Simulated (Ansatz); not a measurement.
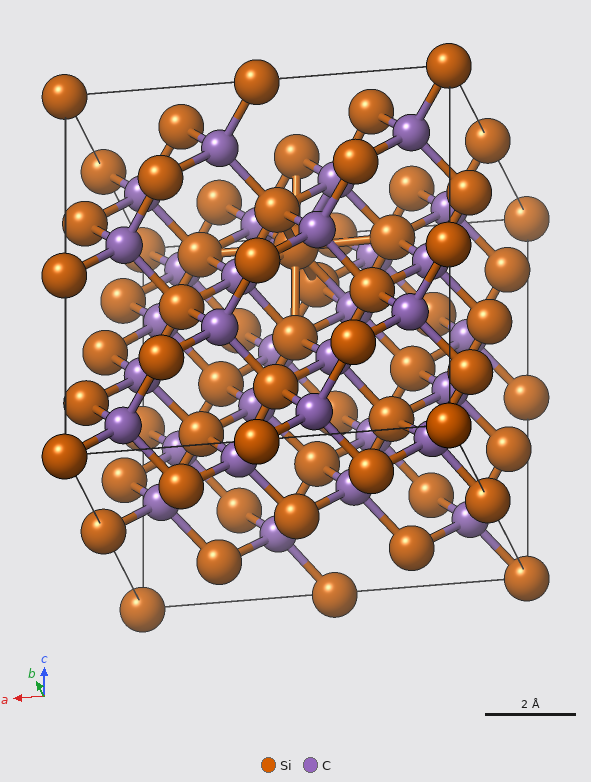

*The starting structure (ball-and-stick view of the cell of the calculation, seen at an oblique angle).*

Near neighbours in the crystal (not all of them lie inside the picture): Si has 4 C at 1.82 to 1.96 Å; Si has 4 C at 1.82 to 1.95 Å and 1 Si at 2.15 to 2.22 Å; Si has 4 C at 1.84 to 1.94 Å and 6 Si at 2.15 to 2.22 Å; C has 4 Si at 1.82 to 1.96 Å; C has 5 Si at 1.82 to 1.95 Å.

Geometry relaxation, with input and output: Si$_{33}$C$_{32}$ (charge −2) (part 1 of 2)

Si$_{33}$C$_{32}$ (defect cell, 65 atoms in the cell, total charge −2), computed with DFT, PBEsol, PAW, plane waves (Ansatz 0.2.0).

## What the program printed
```
Pseudopotentials: kind: paw
Functional definition: PBEsol
  exchange = pbesol_x
  correlation = pbesol_c
Crystal: 65 atoms, lattice volume = 661.620 Å³
Basis set: ecut = 420 eV, 13037 PW (Γ), exchange–correlation on 120×120×120 points (8 copies of the dense FFT grid, shifted against one another)
Bands: 196, of which v1, the nominal top of the filled ones, is band 131 counted from 1 (130 counted from 0)
Symmetry: 1 space group operations
k-points: 1
Non-local potential: Si, projectors of the file, l = 0: 2, l = 1: 2, l = 2: 2
Non-local potential: C, projectors of the file, l = 0: 2, l = 1: 2, l = 2: 1
PAW form: soft (Blöchl's): semilocal exchange-correlation on the pseudo side does not see the compensation charge
PAW frozen core: Si, regenerated for the run's functional, and the local potential with it (the file was generated under x = pbe(κ = 0.804, μ = 0.2195149727645171), c = pbe(β = 0.06672455060314922))
PAW frozen core: C, regenerated for the run's functional, and the local potential with it (the file was generated under x = pbe(κ = 0.804, μ = 0.2195149727645171), c = pbe(β = 0.06672455060314922))
PAW one-centre angular grid: Si, 110 points (default); XC on 64 Gauss nodes
PAW one-centre angular grid: C, 110 points (default); XC on 64 Gauss nodes
Initial density: superposition of atomic densities (neutral atoms scaled as one to the charged cell's electrons: chi_scale 0, normalization atom), corrected by the library's trained network
Initial wavefunctions: pseudopotential atomic-orbital guess
Functional: x = pbesol(κ = 0.804, μ = 0.12345679012345678), c = pbesol(β = 0.046)
SCF iter   1: F=—  HF=-28385.979065 eV  |F-HF|=—  |Δ(HF+E_count)|=         —  Δρ=1.85e-2  dr2=3.02e0  ethr=1.77e-3  ⟨swp⟩=6.0  Hψ=917  notcnv=0  defer=30
preconditioner: auto → Resta (q_TF=auto, 2.338 Å⁻¹)  ε∞=4.9  [insulator: Δε(μ)=1.189 eV  Ē_g=11.833 eV  σ=0.010 eV  W_gap=1.00  n_scr=146 (ndim 8)  ℏωp=23.4 eV  f_vac=0.000  D(μ)=0.00/eV (n_scr^D=0)  ε∞_Penn≈4.9]
SCF iter   2: F=—  HF=-28385.136344 eV  |F-HF|=—  |Δ(HF+E_count)|=   8.43e-1  Δρ=6.59e-3  dr2=3.57e-1  ethr=1.15e-3  ⟨swp⟩=3.0  Hψ=350  notcnv=0  defer=61
SCF iter   3: F=—  HF=-28385.041272 eV  |F-HF|=—  |Δ(HF+E_count)|=   9.51e-2  Δρ=2.36e-3  dr2=3.82e-2  ethr=1.36e-4  ⟨swp⟩=2.0  Hψ=270  notcnv=0  defer=61
SCF iter   4: F=—  HF=-28385.034886 eV  |F-HF|=—  |Δ(HF+E_count)|=   6.39e-3  Δρ=6.70e-4  dr2=1.17e-2  ethr=1.46e-5  ⟨swp⟩=3.0  Hψ=271  notcnv=0  defer=61
SCF iter   5: F=—  HF=-28385.033184 eV  |F-HF|=—  |Δ(HF+E_count)|=   1.70e-3  Δρ=1.74e-4  dr2=1.89e-4  ethr=4.48e-6  ⟨swp⟩=2.0  Hψ=203  notcnv=0  defer=61
SCF iter   6: F=—  HF=-28385.033200 eV  |F-HF|=—  |Δ(HF+E_count)|=   1.58e-5  Δρ=5.40e-5  dr2=5.51e-5  ethr=7.20e-8  ⟨swp⟩=2.0  Hψ=266  notcnv=0  defer=61
SCF iter   7: F=-28385.033195 eV  HF=-28385.033195 eV  |F-HF|=5.66e-7  |Δ(HF+E_count)|=   5.08e-6  Δρ=1.26e-5  dr2=1.26e-6  ethr=8.59e-9  ⟨swp⟩=19.0  Hψ=2020  notcnv=0
SCF 1 converged in 7 iterations: F = -28385.033195 eV  dr2 = 1.26e-6
  greatest PAW one-centre occupation: 0.670 electrons in one spin orbital (limit 2), on the C atom at site 52 (counted from 0), in its partial waves of l = 0
relax step   1: F+E_penalty+E_count = -28385.03319454 eV  Δ(F+E_penalty+E_count) = +0.000e0 eV  max|allowed force component| = 5.220e0 eV/Å  Δτ_max = 0.0000 Å  (7 SCF iters, dr2 threshold 2.25e-5 eV, accepted)
Initial density: handed on by an earlier stage of this run
Initial wavefunctions: those handed on with the density
iter 1 solved again at ethr=4.89e-4 eV; its pass at ethr=3.10e-3 eV (dr2=1.28e0 eV) is discarded
SCF iter   1: F=—  HF=-28387.669873 eV  |F-HF|=—  |Δ(HF+E_count)|=         —  Δρ=8.20e-3  dr2=1.23e0  ethr=4.89e-4  ⟨swp⟩=1.0  Hψ=690  notcnv=0  defer=61
preconditioner: auto → Resta (q_TF=auto, 2.338 Å⁻¹)  ε∞=4.8  [insulator: Δε(μ)=1.226 eV  Ē_g=11.946 eV  σ=0.010 eV  W_gap=1.00  n_scr=146 (ndim 8)  ℏωp=23.4 eV  f_vac=0.000  D(μ)=0.00/eV (n_scr^D=0)  ε∞_Penn≈4.8]
SCF iter   2: F=—  HF=-28387.472097 eV  |F-HF|=—  |Δ(HF+E_count)|=   1.98e-1  Δρ=3.15e-3  dr2=6.36e-2  ethr=4.70e-4  ⟨swp⟩=3.0  Hψ=206  notcnv=0  defer=61
SCF iter   3: F=—  HF=-28387.457454 eV  |F-HF|=—  |Δ(HF+E_count)|=   1.46e-2  Δρ=1.64e-3  dr2=1.34e-2  ethr=2.43e-5  ⟨swp⟩=2.0  Hψ=299  notcnv=0  defer=61
SCF iter   4: F=—  HF=-28387.454226 eV  |F-HF|=—  |Δ(HF+E_count)|=   3.23e-3  Δρ=2.67e-4  dr2=5.64e-4  ethr=5.12e-6  ⟨swp⟩=2.0  Hψ=238  notcnv=0  defer=61
SCF iter   5: F=-28387.454130 eV  HF=-28387.454141 eV  |F-HF|=1.07e-5  |Δ(HF+E_count)|=   8.49e-5  Δρ=7.73e-5  dr2=3.76e-5  ethr=3.82e-8  ⟨swp⟩=18.0  Hψ=1964  notcnv=0
SCF 2 converged in 5 iterations: F = -28387.454130 eV  dr2 = 3.76e-5
  greatest PAW one-centre occupation: 0.662 electrons in one spin orbital (limit 2), on the C atom at site 40 (counted from 0), in its partial waves of l = 0
relax step   2: F+E_penalty+E_count = -28387.45413038 eV  Δ(F+E_penalty+E_count) = -2.421e0 eV  max|allowed force component| = 2.880e0 eV/Å  Δτ_max = 0.0898 Å  (5 SCF iters, dr2 threshold 1.00e-4 eV, accepted)
iter 1 solved again at ethr=2.62e-4 eV; its pass at ethr=3.10e-3 eV (dr2=6.88e-1 eV) is discarded
SCF iter   1: F=—  HF=-28388.669637 eV  |F-HF|=—  |Δ(HF+E_count)|=         —  Δρ=7.81e-3  dr2=6.87e-1  ethr=2.62e-4  ⟨swp⟩=1.0  Hψ=701  notcnv=0  defer=61
preconditioner: auto → Resta (q_TF=auto, 2.338 Å⁻¹)  ε∞=4.8  [insulator: Δε(μ)=1.264 eV  Ē_g=11.949 eV  σ=0.010 eV  W_gap=1.00  n_scr=146 (ndim 8)  ℏωp=23.4 eV  f_vac=0.000  D(μ)=0.00/eV (n_scr^D=0)  ε∞_Penn≈4.8]
SCF iter   2: F=—  HF=-28388.542327 eV  |F-HF|=—  |Δ(HF+E_count)|=   1.27e-1  Δρ=3.45e-3  dr2=5.84e-2  ethr=2.62e-4  ⟨swp⟩=3.0  Hψ=202  notcnv=0  defer=61
relax step   3: F+E_penalty+E_count = -28388.52578017 eV  Δ(F+E_penalty+E_count) = -1.072e0 eV  max|allowed force component| = 2.353e-1 eV/Å  Δτ_max = 0.1258 Å  (5 SCF iters, dr2 threshold 1.00e-4 eV, accepted)
preconditioner: auto → Resta (q_TF=auto, 2.338 Å⁻¹)  ε∞=4.8  [insulator: Δε(μ)=1.279 eV  Ē_g=11.941 eV  σ=0.010 eV  W_gap=1.00  n_scr=146 (ndim 8)  ℏωp=23.4 eV  f_vac=0.000  D(μ)=0.00/eV (n_scr^D=0)  ε∞_Penn≈4.8]
relax step   4: F+E_penalty+E_count = -28388.52269650 eV  Δ(F+E_penalty+E_count) = +3.084e-3 eV  max|allowed force component| = 2.354e-1 eV/Å  Δτ_max = 0.0378 Å  (5 SCF iters, dr2 threshold 3.46e-6 eV, rejected (line search))
preconditioner: auto → Resta (q_TF=auto, 2.338 Å⁻¹)  ε∞=4.8  [insulator: Δε(μ)=1.283 eV  Ē_g=11.939 eV  σ=0.010 eV  W_gap=1.00  n_scr=146 (ndim 8)  ℏωp=23.4 eV  f_vac=0.000  D(μ)=0.00/eV (n_scr^D=0)  ε∞_Penn≈4.8]
SCF iter   2: F=—  HF=-28388.544816 eV  |F-HF|=—  |Δ(HF+E_count)|=   4.00e-3  Δρ=7.42e-4  dr2=2.91e-3  ethr=6.24e-6  ⟨swp⟩=3.0  Hψ=323  notcnv=0  defer=61
SCF iter   3: F=—  HF=-28388.543932 eV  |F-HF|=—  |Δ(HF+E_count)|=   8.84e-4  Δρ=1.60e-4  dr2=1.53e-4  ethr=1.11e-6  ⟨swp⟩=2.0  Hψ=266  notcnv=0  defer=61
SCF iter   4: F=—  HF=-28388.543873 eV  |F-HF|=—  |Δ(HF+E_count)|=   5.90e-5  Δρ=3.87e-5  dr2=1.05e-5  ethr=5.84e-8  ⟨swp⟩=2.0  Hψ=231  notcnv=0  defer=61
SCF iter   5: F=—  HF=-28388.543752 eV  |F-HF|=—  |Δ(HF+E_count)|=   1.21e-4  Δρ=9.23e-6  dr2=7.77e-7  ethr=4.00e-9  ⟨swp⟩=2.0  Hψ=266  notcnv=0  defer=61
SCF iter   6: F=-28388.543752 eV  HF=-28388.543752 eV  |F-HF|=1.83e-8  |Δ(HF+E_count)|=   6.54e-8  Δρ=2.84e-6  dr2=5.73e-8  ethr=3.82e-11  ⟨swp⟩=17.0  Hψ=1616  notcnv=0
SCF 5 converged in 6 iterations: F = -28388.543752 eV  dr2 = 5.73e-8
  greatest PAW one-centre occupation: 0.654 electrons in one spin orbital (limit 2), on the C atom at site 40 (counted from 0), in its partial waves of l = 0
relax step   5: F+E_penalty+E_count = -28388.54375191 eV  Δ(F+E_penalty+E_count) = -1.797e-2 eV  max|allowed force component| = 7.449e-2 eV/Å  Δτ_max = 0.0189 Å  (6 SCF iters, accepted)
SCF iter   1: F=—  HF=-28388.547255 eV  |F-HF|=—  |Δ(HF+E_count)|=         —  Δρ=5.04e-4  dr2=2.03e-3  ethr=5.82e-6  ⟨swp⟩=3.0  Hψ=373  notcnv=0  defer=61
preconditioner: auto → Resta (q_TF=auto, 2.338 Å⁻¹)  ε∞=4.8  [insulator: Δε(μ)=1.287 eV  Ē_g=11.937 eV  σ=0.010 eV  W_gap=1.00  n_scr=146 (ndim 8)  ℏωp=23.4 eV  f_vac=0.000  D(μ)=0.00/eV (n_scr^D=0)  ε∞_Penn≈4.8]
SCF iter   2: F=—  HF=-28388.546766 eV  |F-HF|=—  |Δ(HF+E_count)|=   4.89e-4  Δρ=2.39e-4  dr2=3.34e-4  ethr=7.74e-7  ⟨swp⟩=1.0  Hψ=226  notcnv=0  defer=61
SCF iter   3: F=—  HF=-28388.546646 eV  |F-HF|=—  |Δ(HF+E_count)|=   1.20e-4  Δρ=5.92e-5  dr2=2.45e-5  ethr=1.27e-7  ⟨swp⟩=2.0  Hψ=234  notcnv=0  defer=61
SCF iter   4: F=—  HF=-28388.546466 eV  |F-HF|=—  |Δ(HF+E_count)|=   1.80e-4  Δρ=1.42e-5  dr2=1.10e-6  ethr=9.36e-9  ⟨swp⟩=2.0  Hψ=209  notcnv=0  defer=61
SCF iter   5: F=-28388.546466 eV  HF=-28388.546466 eV  |F-HF|=3.95e-8  |Δ(HF+E_count)|=   1.65e-8  Δρ=3.24e-6  dr2=7.51e-8  ethr=3.82e-11  ⟨swp⟩=15.0  Hψ=1521  notcnv=0
SCF 6 converged in 5 iterations: F = -28388.546466 eV  dr2 = 7.51e-8
relax step   6: F+E_penalty+E_count = -28388.54646597 eV  Δ(F+E_penalty+E_count) = -2.714e-3 eV  max|allowed force component| = 3.577e-2 eV/Å  Δτ_max = 0.0055 Å  (5 SCF iters, accepted)
SCF iter   1: F=—  HF=-28388.546830 eV  |F-HF|=—  |Δ(HF+E_count)|=         —  Δρ=8.68e-5  dr2=5.13e-5  ethr=2.61e-7  ⟨swp⟩=2.0  Hψ=369  notcnv=0  defer=61
preconditioner: auto → Resta (q_TF=auto, 2.338 Å⁻¹)  ε∞=4.8  [insulator: Δε(μ)=1.286 eV  Ē_g=11.937 eV  σ=0.010 eV  W_gap=1.00  n_scr=146 (ndim 8)  ℏωp=23.4 eV  f_vac=0.000  D(μ)=0.00/eV (n_scr^D=0)  ε∞_Penn≈4.8]
SCF iter   2: F=—  HF=-28388.546625 eV  |F-HF|=—  |Δ(HF+E_count)|=   2.05e-4  Δρ=4.06e-5  dr2=9.00e-6  ethr=1.96e-8  ⟨swp⟩=2.0  Hψ=325  notcnv=0  defer=61
SCF iter   3: F=—  HF=-28388.546622 eV  |F-HF|=—  |Δ(HF+E_count)|=   2.78e-6  Δρ=9.55e-6  dr2=4.97e-7  ethr=3.43e-9  ⟨swp⟩=2.0  Hψ=231  notcnv=0  defer=61
SCF iter   4: F=-28388.546622 eV  HF=-28388.546622 eV  |F-HF|=1.15e-8  |Δ(HF+E_count)|=   9.17e-8  Δρ=2.05e-6  dr2=2.87e-8  ethr=3.82e-11  ⟨swp⟩=13.0  Hψ=1397  notcnv=0
SCF 7 converged in 4 iterations: F = -28388.546622 eV  dr2 = 2.87e-8
  greatest PAW one-centre occupation: 0.654 electrons in one spin orbital (limit 2), on the C atom at site 62 (counted from 0), in its partial waves of l = 0
relax step   7: F+E_penalty+E_count = -28388.54662236 eV  Δ(F+E_penalty+E_count) = -1.564e-4 eV  max|allowed force component| = 2.096e-2 eV/Å  Δτ_max = 0.0014 Å  (4 SCF iters, accepted)
```

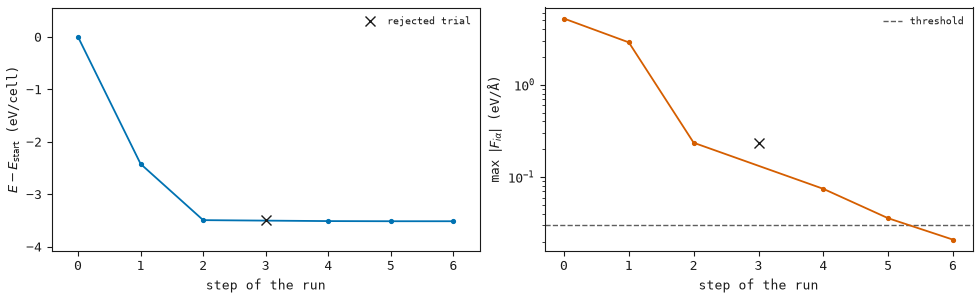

*Progress of the relaxation, step by step (the first geometry is step 0 here and step 1 in the log).*

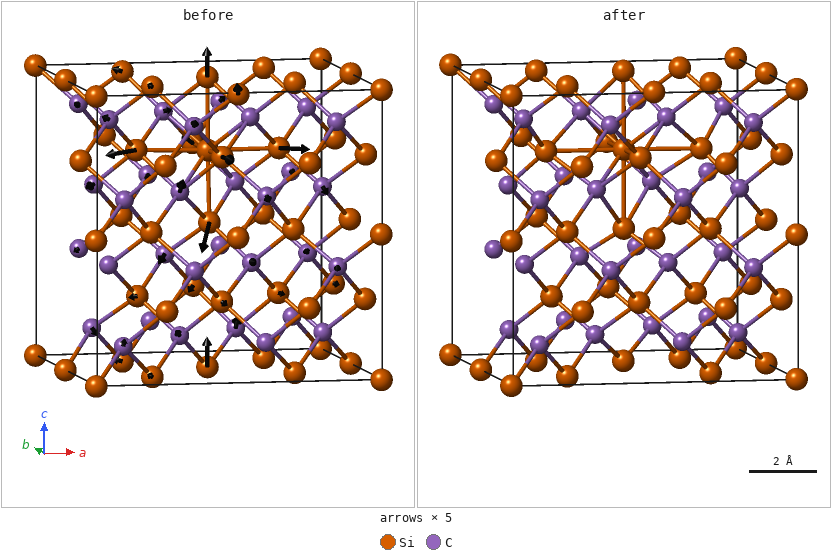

*Before (left) and after (right) the relaxation, at one scale (ball-and-stick view of the cell of the calculation (origin shifted), seen slightly off an axis). The black arrows give the displacements, magnified 5 times.*

The largest move is that of Si8, 0.20 Å. Largest moves by element: Si 0.20 Å, C 0.10 Å. The cell doesn't change. Among the contacts that change: Si8–Si33 2.165 → 2.379 Å, Si32–Si33 2.147 → 2.361 Å, Si20–Si33 2.187 → 2.380 Å, Si24–Si33 2.170 → 2.360 Å. Among the angles that change: C43–Si20–C53 110.6° → 97.9°, C41–Si8–C43 110.1° → 97.9°, C43–Si30–C63 109.5° → 97.9°. The energy falls by 3.513 eV per cell of the calculation in 6 geometry steps. The largest force component goes from 5.2 to 0.021 eV/Å. The line search rejected the trial step at point 3 (counted from 0) and went back. (Atoms are counted from 1 in the order of the input.)

```
SCF converged after 4 iterations
Free energy (F): -28388.546622 eV
Harris-Foulkes:  -28388.546622 eV  (|F-HF|=1.15e-8)
Internal energy: -28388.546622 eV  (E = F + TS)
E sigma→0 (E₀):  -28388.546622 eV
Fermi energy:    12.182918 eV
--- Per-component energies (eV) ---
  E_band       = 977.328456
  E_kinetic    = 4433.477377
  E_local      = -3288.619017  (includes V_loc(G=0)·N_el)
  E_nonlocal   = 1695.617902
  E_hartree    = 1010.202790
  E_xc         = -3435.716255
  E_vxc        = -3582.820162  (∫ρ·V_xc dr)
  E_paw        = -19518.490325  (= ΣΔE_a)
  E_vpaw       = -300.733712  (= ΣTr[D̂ρ^β])
  E_aug_tail   = 0.000386  (compensation charges beyond the density's cutoff)
  E_ewald      = -9286.736198
  E_core_change = 1.716718  (= ΣΔE_core)
  E_smearing   = -0.000000  (= −TS)
  E_closure    = 0.000000  (closes the sum)
  E_deformation_potential = -36.934579  (in the stress; not in F)
  Σ components = -28388.546622   (vs F -28388.546622, Δ=0.00e0)
--- Forces (eV/Å), atoms counted from 1 ---
  atom   1  Si    -0.00054085     0.00020854     0.00184616
  atom   2  Si     0.00048977    -0.00006497    -0.00044062
  atom   3  Si    -0.00126339     0.00184206    -0.00094928
  atom   4  Si    -0.00122423    -0.00032062     0.00129513
  atom   5  Si     0.00202894    -0.00208710    -0.00063932
  atom   6  Si     0.00034363    -0.00021497     0.00160686
  atom   7  Si     0.00324238     0.00002637     0.00116988
  atom   8  Si     0.00561821     0.00557928    -0.00182541
  atom   9  Si     0.00122038     0.00184104    -0.00069315
  atom  10  Si     0.00095000     0.00181457     0.00214216
  atom  11  Si    -0.00200152    -0.00279727     0.00044677
  atom  12  Si     0.00174902    -0.00181022     0.00219219
  atom  13  Si     0.00095575    -0.00369445     0.00195790
  atom  14  Si    -0.00113276     0.00192537     0.00217064
  atom  15  Si    -0.00219163    -0.00094102    -0.00129487
  atom  16  Si    -0.00099570    -0.00120117    -0.00006647
  atom  17  Si    -0.00010141     0.00007837     0.00039245
  atom  18  Si     0.00120431    -0.00095054     0.00021240
  atom  19  Si     0.00111992     0.00023026    -0.00107954
  atom  20  Si    -0.00364175     0.00455979     0.00379641
  atom  21  Si     0.00115339    -0.00041564    -0.00011235
  atom  22  Si    -0.00191659    -0.00086566     0.00239816
  atom  23  Si    -0.00111216     0.00198202    -0.00143502
  atom  24  Si     0.00018101    -0.00204704     0.00395462
  atom  25  Si     0.00062901    -0.00109541     0.00029375
  atom  26  Si    -0.00169430     0.00122952     0.00037947
  atom  27  Si    -0.00029727     0.00112710     0.00016262
  atom  28  Si    -0.00191180    -0.00137704     0.00132176
  atom  29  Si     0.00065967     0.00088789    -0.00074755
  atom  30  Si     0.00890790    -0.00447195     0.00783092
  atom  31  Si     0.00121838    -0.00119949    -0.00262557
  atom  32  Si     0.00239828    -0.00063099     0.00209728
  atom  33  Si    -0.02096076    -0.00802004    -0.01123039
  atom  34  C     -0.00027578    -0.00061089     0.00044580
  atom  35  C     -0.00107258    -0.00142271    -0.00158431
  atom  36  C      0.00061785    -0.00001145    -0.00077841
  atom  37  C     -0.00011341    -0.00054785    -0.00113626
  atom  38  C     -0.00030433     0.00121296    -0.00095502
  atom  39  C     -0.00195403    -0.00020356    -0.00244581
  atom  40  C      0.00022018     0.00087741     0.00266004
  atom  41  C      0.00053475     0.00002075     0.00072207
  atom  42  C     -0.00004617     0.00044266     0.00147886
  atom  43  C      0.00276247     0.00195775    -0.00097282
  atom  44  C      0.00064585     0.00184767     0.00129299
  atom  45  C      0.00036094     0.00239106     0.00006180
  atom  46  C      0.00006969     0.00003358     0.00073552
  atom  47  C      0.00097724     0.00073970    -0.00081169
  atom  48  C     -0.00100052     0.00014326    -0.00042281
  atom  49  C      0.00137283     0.00088996    -0.00070412
  atom  50  C     -0.00099014    -0.00125334    -0.00093419
  atom  51  C     -0.00170284    -0.00040605    -0.00219793
  atom  52  C     -0.00027285    -0.00127111    -0.00136603
  atom  53  C      0.00443187     0.00242042    -0.00049652
  atom  54  C     -0.00049989    -0.00032065    -0.00069682
  atom  55  C     -0.00089782     0.00091772    -0.00034124
  atom  56  C     -0.00079916     0.00061476    -0.00009681
  atom  57  C      0.00247135     0.00132054    -0.00037356
  atom  58  C     -0.00093964    -0.00167984    -0.00117568
  atom  59  C      0.00026967    -0.00134436    -0.00065977
  atom  60  C     -0.00055953     0.00140544    -0.00088312
  atom  61  C      0.00167680    -0.00000419    -0.00026925
  atom  62  C     -0.00079047    -0.00178789    -0.00071684
  atom  63  C      0.00163231     0.00233507    -0.00248865
  atom  64  C      0.00038962    -0.00077382     0.00030102
```
